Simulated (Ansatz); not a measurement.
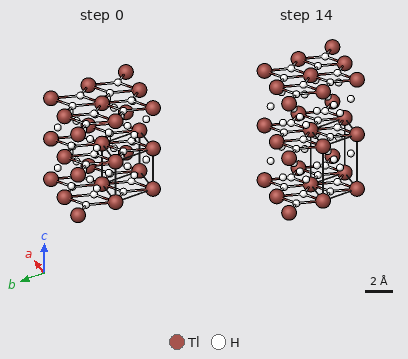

The structure of crystalline TlH5 (a generated structure, set up in P6/mmm) (coarse preliminary run) before (left) and after (right) a relaxation, at one scale.

The picture is a ball-and-stick view of the cell of the calculation, repeated 2 × 2 × 2 with one cell outlined, seen from a free direction.

Computed with DFT PBE, scalar-relativistic, plane waves, PAW (Ansatz). (plane-wave cutoff 420 eV; k-point mesh 6 × 6 × 6; occupations gaussian; smearing width 0.1 eV; no spin polarisation; cell and atoms relaxed; force threshold 0.04 eV/Å; at most 70 steps)

Q: What changed between the two?

A: No atom moves by more than 0.005 Å relative to the cell. Cell: a = b 4.005 → 3.630 Å (−9.3 %), c 3.274 → 4.421 Å (+35.0 %). Volume +11.0 %. Some distances before and after: H–Tl 2.312 → 2.096 Å. The space group stays P6/mmm (No. 191). The energy falls by 152 meV per atom in 11 accepted moves (14 points after the start). All forces vanish by symmetry, so only the cell relaxes. The pressure goes from 0.36 to −0.01 GPa. The SCF was repeated 3 times at an unchanged geometry on a basis and grid sized afresh for the cell, which shifted the energy by 12.4 meV per atom at most.
